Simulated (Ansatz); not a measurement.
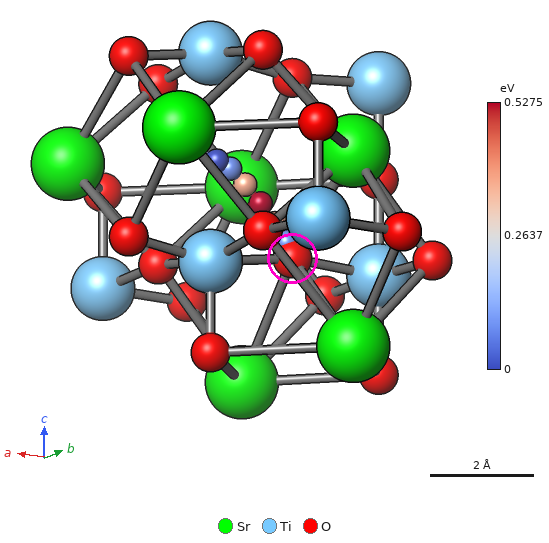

NEB run on a defect cell of composition Sr8Ti8O23 (cell charge +2) (39 atoms in the cell). Images are numbered from 0 (start) to 6 (end). The start is drawn whole; smaller spheres mark the moving atoms (O) in the later images, joined by lines and coloured by the energy of the image relative to the start. The picture is a ball-and-stick view of the atoms within 4.2 Å of the middle of the path, seen from a free direction. The moving atom is ringed, with any periodic copies. Bonds to atoms that aren't drawn are left out.

Method: DFT PBEsol, scalar-relativistic, plane waves, PAW (Ansatz). Set-up: plane-wave cutoff 420 eV; k-point mesh 2 × 2 × 2; Gaussian smearing 0.02 eV; 5 movable images; climbing image.

Describe the path and its energy.

Answer. An O atom travels furthest, 2.47 Å from end to end, along [1 0 1], on a path that bends up to 0.20 Å away from the straight line. At the highest image its nearest neighbour (Ti) is 1.75 Å away, against 1.91 Å at the start, and the surrounding atoms stand up to 0.27 Å off the mean of their end positions. The barrier is about 0.53 eV in both directions, with image 3 at the top; the ends have the same energy. The band converged in 13 iterations. The largest component of the band force went from 8.3 to 0.044 eV/Å. The climbing image converged on the top of the path. Its curvatures weren't checked.

Limits of the set-up: the periodic images lie only 7.8 Å apart, so the values are limited by the cell's size; the cell is charged, on a uniform background, and energies carry no finite-size correction.

The run took 12 min on 8 threads of Intel(R) Xeon(R) Processor @ 2.70GHz (shared host), peak memory 4.9 GiB.
